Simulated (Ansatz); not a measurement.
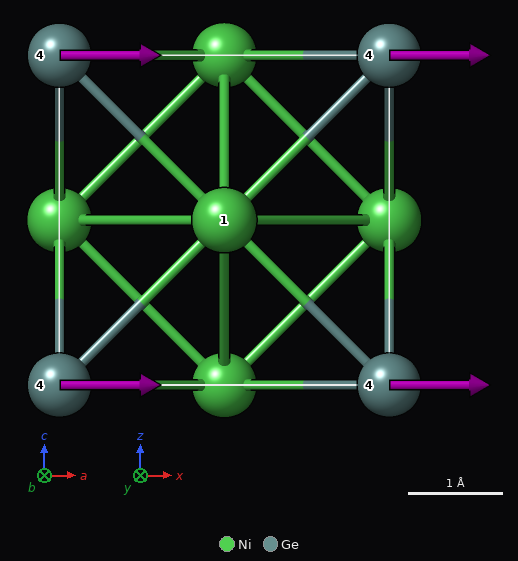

A scan of a crystal of Ni₃Ge (Pm-3m): Ge4 (one in each cell of 4 atoms) is moved along Cartesian [1 0 0], all else fixed. The picture shows the reference cell. The purple arrows give the direction of positive displacement. The picture is a ball-and-stick view of the cell of the calculation, seen along the b axis.

The calculation used Ansatz 0.2.0, DFT PBEsol, scalar-relativistic, plane waves, PAW. Settings: plane-wave cutoff 420 eV; k-point mesh 14 × 14 × 14; occupations gaussian; smearing width 0.15 eV; no spin polarisation. Energies (free energies at the smearing named) are counted from the relaxed crystal.

```
CELL_PARAMETERS angstrom
3.52491 0.00000 0.00000
0.00000 3.52491 0.00000
0.00000 0.00000 3.52491
ATOMIC_POSITIONS crystal
Ni 0.50000 0.00000 0.50000
Ni 0.00000 0.50000 0.50000
Ni 0.50000 0.50000 0.00000
Ge 0.00000 0.00000 0.00000
```

Predict the energy profile (the displacement: −0.10, −0.06, −0.02, 0.00, 0.04, 0.08 Å).

Answer.
```tsv
displacement (Å)	E − E(ref) (meV/cell)
−0.10	34.5
−0.06	12.3
−0.02	1.4
0.00	0.0
0.04	5.5
0.08	22.0
```

Of the computed points the lowest is at the displacement 0.00 Å, 0.0 meV/cell. The end points stand at 34.5 meV/cell (−0.10 Å) and 22.0 meV/cell (0.08 Å). The curvature at zero is about 6.9 eV/Å². At the highest point the shortest interatomic distance is 2.42 Å, against 2.49 Å in the reference. The distortion takes the space group from Pm-3m to P4mm.

The computed profile:

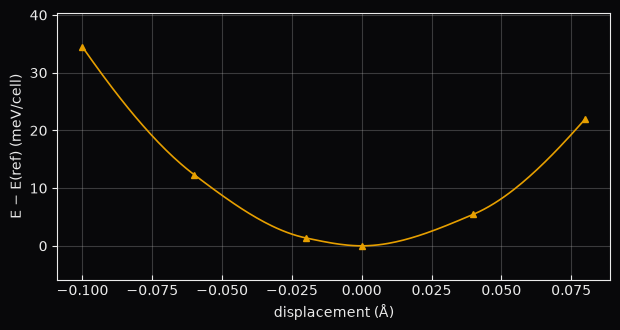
